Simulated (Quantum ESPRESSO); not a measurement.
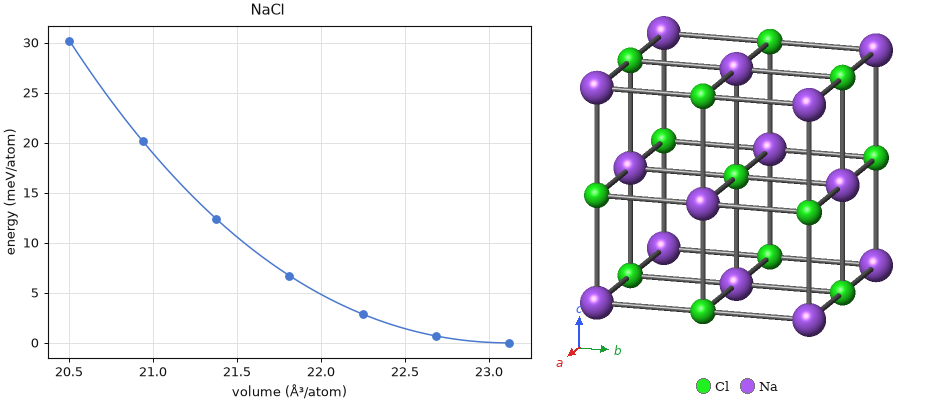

The picture above shows the energy against volume for NaCl, space group Fm-3m (No. 225). The conventional cell is drawn beside the plot.

The given structure:
```
Cl Na
1.0
     0.00000    2.79406    2.79406
     2.79406    0.00000    2.79406
     2.79406    2.79406    0.00000
Cl Na
1 1
Direct
  0.50000 0.50000 0.50000
  0.00000 0.00000 0.00000
```

Method: plane-wave DFT, no spin polarisation; energies at scaled volumes of the given cell, shape and fractions fixed, counted from the fit's minimum, third-order Birch-Murnaghan fit (Quantum ESPRESSO 7.5). Level: vdW-DF2.

- k mesh: 8×8×8
- occupations: Fermi–Dirac
- smearing width: 0.05 eV
- potentials: PseudoDojo 0.4.1 SR PBE standard
- wave cutoff: 1197 eV
- density cutoff: 4789 eV

This calculation gives: equilibrium volume 23.12 Å³/atom and bulk modulus 26.1 GPa.

Now the level changes from vdW-DF2 to AM05. How do these quantities change?

The equilibrium volume falls from 23.12 to 22.92 Å³/atom (−0.9 %) and the bulk modulus falls from 26.1 to 22.4 GPa (−14 %).

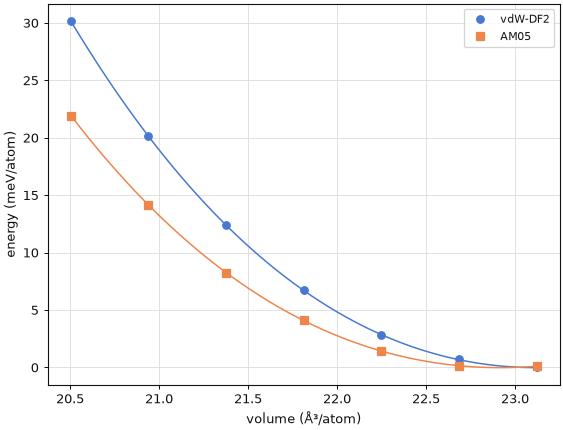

The two results together.

For vdW-DF2, limits of the calculation: the fit and the printed pressures don't fully agree, or the minimum lies near the end of the range; potentials made for another functional.

For AM05, limits of the calculation: potentials made for another functional.

V0 and the bulk modulus come from third-order Birch–Murnaghan fits.
